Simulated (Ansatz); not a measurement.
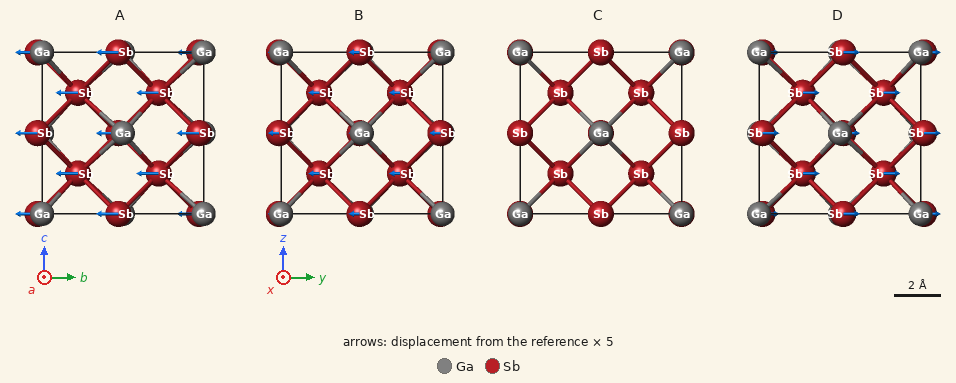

A scan of a crystal of GaSb3 (Fm-3m) along one coordinate. A ball-and-stick model of the conventional cell (4 times the calculation's cell), seen along the a axis. Blue arrows: displacements from the reference. Lengths and directions refer to the drawn axes.

Computed with DFT PBEsol+D3(BJ), scalar-relativistic, plane waves, PAW (Ansatz). Settings: plane-wave cutoff 420 eV; k-point mesh 12 × 12 × 12; occupations gaussian; smearing width 0.15 eV; no spin polarisation. Energies (free energies at the smearing named) are counted from the relaxed crystal.

### What is being scanned?

The whole Sb sublattice is shifted rigidly, along Cartesian [0 1 0], all else fixed. In the frames the displacement is −0.20 Å (A), −0.10 Å (B), 0.00 Å (C), 0.15 Å (D). Their energies are 42.0 meV/cell, 10.4 meV/cell, 0.0 meV/cell, 23.6 meV/cell.
